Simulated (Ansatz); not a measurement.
A series of calculations on S31Mg33

## 1. Relaxation

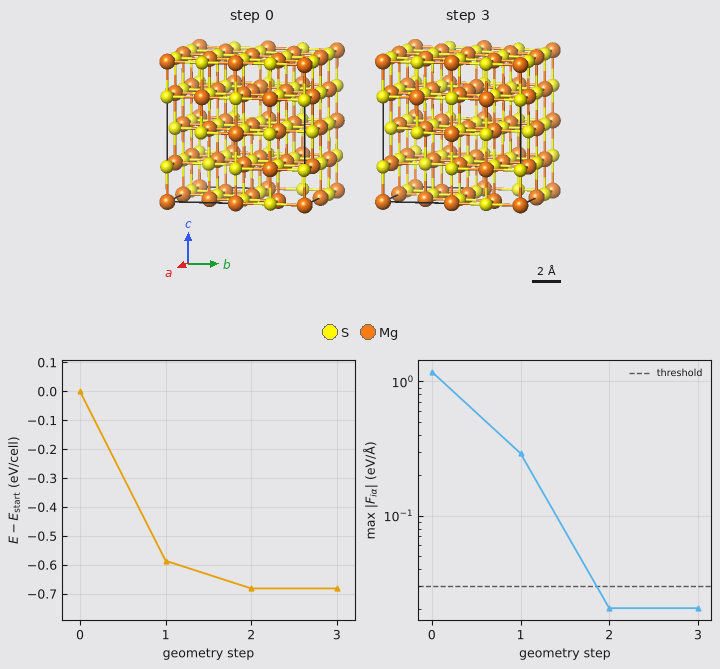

First and last geometry of a relaxation of a defect cell of composition S31Mg33 (cell charge −1), with the history of the run. A ball-and-stick model of the cell of the calculation (origin shifted), seen slightly off an axis.

Theory: DFT, PBEsol, PAW, plane waves in Ansatz 0.2.0. (plane-wave cutoff 420 eV; k-point mesh 1 × 1 × 1; mesh shifted by (0.25, 0.25, 0.25); collinear spin; atoms relaxed in a fixed cell; force threshold 0.03 eV/Å; at most 80 steps)

**What do the curves and the structures tell?**

It converged. After 3 geometry steps the energy has fallen by 0.681 eV per cell of the calculation. Largest force component: 1.2 eV/Å at the start, 0.02 eV/Å at the end. The largest move is that of a Mg atom, 0.16 Å roughly along −c. Largest moves by element: Mg 0.16 Å, S 0.10 Å. The cell doesn't change. Some distances before and after: Mg–Mg 2.519 → 2.710 Å, Mg–S 2.620 → 2.468 Å, Mg–S 2.605 → 2.474 Å, Mg–Mg 2.585 → 2.714 Å. Among the angles between lasting bonds that change: Mg–S–Mg 88.8° → 93.3°, S–Mg–S 175.3° → 179.8°, Mg–S–Mg 89.5° → 93.6°.

Limits of the set-up: the cell is charged, on a uniform background, and energies carry no finite-size correction.

## 2. Relaxation

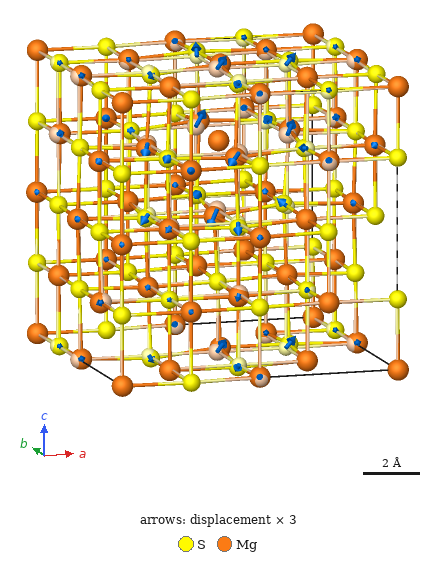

A relaxation of a defect cell of composition S$_{31}$Mg$_{33}$. The starting structure is drawn faded, the final one solid; blue arrows show the displacements, 3 times their true length.

The picture is a ball-and-stick view of the cell of the calculation (origin shifted), seen slightly off an axis.

The calculation used DFT, PBEsol, PAW, plane waves (Ansatz). Set-up: plane-wave cutoff 420 eV; k-point mesh 1 × 1 × 1; mesh shifted by (0.25, 0.25, 0.25); no spin polarisation; atoms relaxed in a fixed cell; force threshold 0.03 eV/Å; at most 80 steps.

### What happened in the run?

The energy falls by 1.461 eV per cell of the calculation in 4 geometry steps. The largest force component goes from 1.7 to 0.029 eV/Å. The atom that moves furthest is a Mg atom (0.31 Å along [−1 −1 −1]). By element the largest moves are Mg 0.31 Å, S 0.21 Å. The cell stays as it was. Some distances before and after: Mg–Mg 2.519 → 2.738 Å, Mg–S 2.620 → 2.450 Å, Mg–Mg 2.585 → 2.751 Å, Mg–S 2.591 → 2.443 Å. Bond angles that change, for instance: Mg–S–Mg 88.8° → 101.5°, Mg–S–Mg 89.8° → 102.2°, Mg–S–Mg 90.9° → 101.5°. The run took 4.4 s on 1 × NVIDIA GB200 with 8 threads of Arm Neoverse-V2, peak memory 1.8 GiB.

## 3. Defect

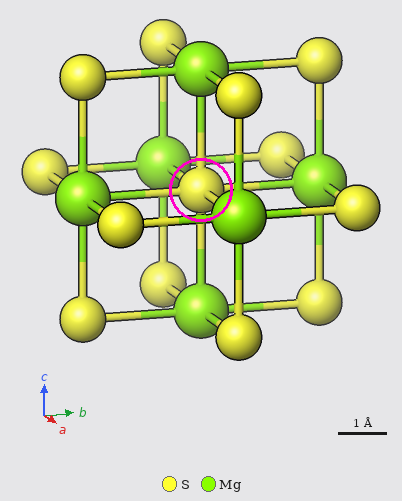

Perfect MgS. The picture is a ball-and-stick view of the atoms within 3.8 Å of one point, seen slightly off an axis.

The calculation used Ansatz, DFT, PBEsol, PAW, plane waves. Set-up: plane-wave cutoff 420 eV; k-point mesh 1 × 1 × 1; mesh shifted by (0.25, 0.25, 0.25); no spin polarisation. Fermi-Dirac smearing of 0.01 eV. A uniform background neutralises the charged cell. The axes drawn are those of the host's conventional cell.

A sulfur atom is replaced by magnesium at the ringed place, in charge state +2. The supercell has 64 sites, and the atoms are relaxed at the host's cell.

### How do the neighbours respond?

In the host the S atom has 6 Mg at 2.59 Å; the Mg atom ends with 3 S at 2.62 to 2.63 Å, 3 Mg at 2.69 Å. Of the host's atoms, a magnesium atom moves furthest from its site, by 0.55 Å. The Mg atom itself moves 1.14 Å from where it was put.

The relaxed defect, seen from the same direction:

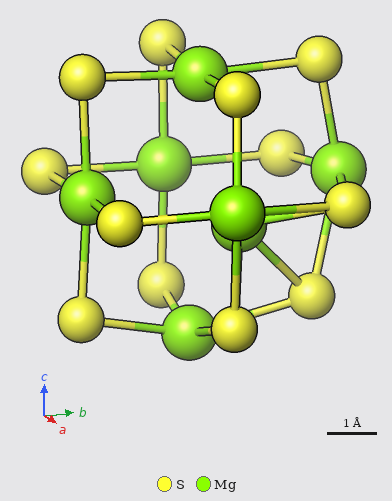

Limits of the set-up: the cell is charged, on a uniform background, and energies carry no finite-size correction.

## 4. Defect

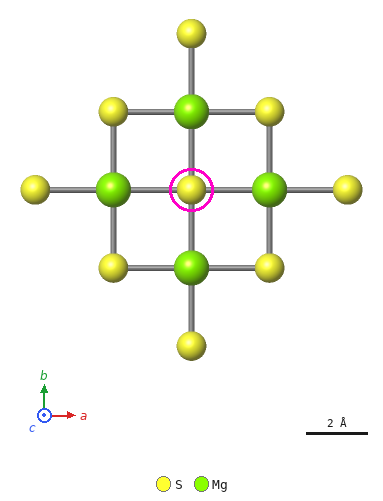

Perfect MgS. A ball-and-stick model of the atoms within 5.4 Å of one point, in a slice 4.2 Å thick across the line of sight, seen along the c axis.

The calculation used Ansatz, DFT, PBEsol, PAW, plane waves. Settings: plane-wave cutoff 420 eV; k-point mesh 1 × 1 × 1; mesh shifted by (0.25, 0.25, 0.25); no spin polarisation. Fermi-Dirac smearing of 0.01 eV. A uniform background neutralises the charged cell. The axes drawn are those of the host's conventional cell.

A sulfur atom is replaced by magnesium at the ringed place, in charge state −2. The supercell has 64 sites, and the atoms are relaxed at the host's cell.

Question: How do the neighbours respond?

Answer: In the host the S atom has 6 Mg at 2.59 Å; the Mg atom ends with 6 Mg at 2.60 to 2.85 Å, 3 S at 2.95 to 3.01 Å. Of the host's atoms, a magnesium atom moves furthest from its site, by 0.51 Å. The Mg atom itself moves 0.86 Å from where it was put.

The relaxed defect, seen from the same direction:

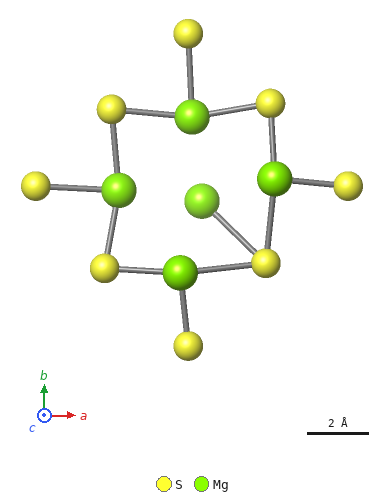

Limits of the set-up: the cell is charged, on a uniform background, and energies carry no finite-size correction.
